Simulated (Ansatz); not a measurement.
# Does disorder add resistance in series? Au(111) layers with 75 % Ru

Two lengths of the disordered region are known. What area resistance does the third give?

Set-up. Ansatz 0.2.0, plane waves with PAW datasets at their recommended cutoffs (420 eV for most), Fermi-Dirac smearing; ballistic transmission by layer matching. The area resistance is RA = A (h/2e²)(1/T − 1/N), with T the zone-mean transmission per spin and N the lead's channels, both averaged over a few energies near the Fermi level; for magnets each spin is taken apart, with h/e², and the two conduct in parallel. Lateral cell 2x2, PBE, a fresh random draw for each length.

The runs, with one result withheld:

```
length (Å)  channels N  RA (fΩ m²)
      9.42       3.210        1.16
      18.8       3.210        1.58
      28.3       3.210           ?
```

**Fit on the rows shown.**

Ohm's law makes RA linear in the length: the slope is (1.58 − 1.16)/(18.8 − 9.42) = 0.0442 fΩ m² per Å, or 44 µΩ cm. Then 1.58 + 0.0442 × 9.42. Predicted: 1.99 fΩ m².

**The withheld run.**

2.05 fΩ m², so the prediction is 2.7 % too low. The three lengths together give 47 µΩ cm. The two increments are 0.42 and 0.47 fΩ m², roughly as Ohm's law has it, though with one draw for each length that is a weak test.

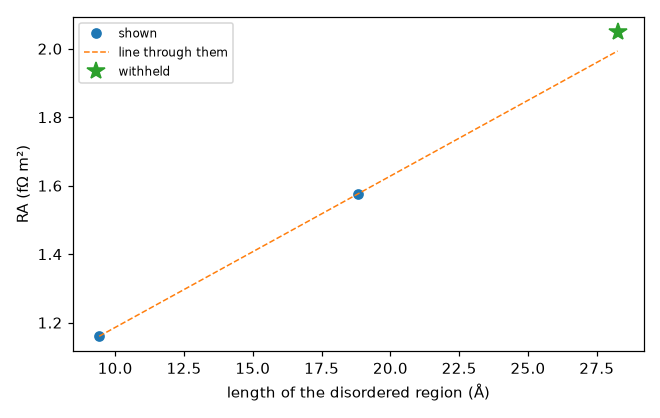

Area resistance against length.

Caveats: The scatterers repeat sideways with the small cell. The slope is a raw one; a model of isotropic scattering puts it 1.02 times the bulk value over these lengths. Atoms sit unrelaxed on the host's lattice, and the pair may not mix at random in practice. Spin-orbit coupling is left out, which matters for Au.

[Logs are printed without paths, hosts, clocks, repeated set-up lines and the standing remarks that a program may print on its own settings, such as how far it seeks lower states.]
